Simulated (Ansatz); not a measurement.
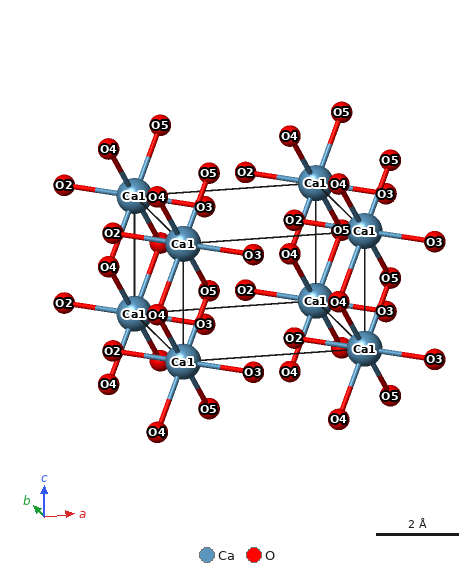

Starting structure of solid CaO4 (a generated structure, set up in Cmmm) (coarse preliminary run). The picture is a ball-and-stick view of the cell of the calculation, seen slightly off an axis.

Theory: Ansatz 0.2.0, DFT PBE, scalar-relativistic, plane waves, PAW.

The input:
```yaml
crystal:
  lattice:
    - [3.27025019, -3.27025019, 0.0]
    - [3.27025019, 3.27025019, 0.0]
    - [0.0, 0.0, 3.00614091]
  atoms:
    - { symbol: Ca, position: [0.0, 0.0, 0.0] }
    - { symbol: O, position: [0.695, 0.305, 0.0] }
    - { symbol: O, position: [0.305, 0.695, 0.0] }
    - { symbol: O, position: [0.805, 0.805, 0.5] }
    - { symbol: O, position: [0.195, 0.195, 0.5] }
basis:
  ecutwfc: 420
kpoints:
  mp_grid: { grid: [4, 4, 6] }
hamiltonian:
  xc: pbe
scf:
  occupations: { method: gaussian, width: 0.1 }
  lower_state_search: "off"
output:
  forces: true
  stress: true
  eigenvalues: true
relax:
  adjacent_minimum: "off"
  f_tol: 0.04
  max_steps: 70
  cell: { stress_tol: 0.4 }
```

Run as
```bash
ansatz run input.yaml --threads 1 --pin off --max-ram 2048MiB --backend cpu --events-out ev --progress --plain --runs-dir out
```

### Predict the outcome.

The largest moves relative to the cell, 0.53 Å, are those of O2 and O3. O2 goes along [−1 1 0]. Ca stays in place. Cell: a = b 4.625 → 3.907 Å (−15.5 %), c 3.006 → 4.614 Å (+53.5 %), γ 90.0° → 103.8°. Volume +6.4 %. Some distances before and after: Ca1–Ca1 3.006 → 4.614 Å, O4–O5 2.551 → 1.334 Å, O2–O3 2.551 → 1.338 Å, Ca1–O2 3.510 → 2.501 Å. New bonds form: Ca1–O2 (3.51 → 2.50 Å), Ca1–O3 (3.51 → 2.50 Å), O2–O3 (2.55 → 1.34 Å), O4–O5 (2.55 → 1.33 Å). Bond angles that change, for instance: O4–Ca1–O4 99.4° → 147.7°, Ca1–O5–Ca1 99.4° → 147.7°. The space group stays Cmmm (No. 65). Over 27 accepted moves (33 points after the start) the energy falls by 11.708 eV per cell of the calculation. The largest force component goes from 4 to 0.014 eV/Å. Pressure: 23.03 GPa at the start and 0.07 GPa at the end. The line search rejected the trial steps at points 4, 16 of the run. At 4 points the geometry stayed and the basis and grid were re-selected for the new cell (energy shift of 0.400 eV per cell of the calculation at most each time).

The structure at the end:

```
CELL_PARAMETERS angstrom
2.41035 -3.07547 0.00000
2.41035 3.07547 0.00000
0.00000 0.00000 4.61440
ATOMIC_POSITIONS crystal
Ca 0.00000 0.00000 0.00000
O 0.60876 0.39124 0.00000
O 0.39124 0.60876 0.00000
O 0.86162 0.86162 0.50000
O 0.13838 0.13838 0.50000
```

After the run, drawn alike:

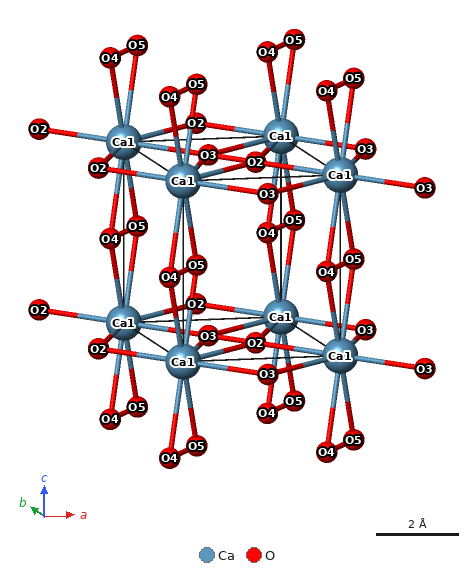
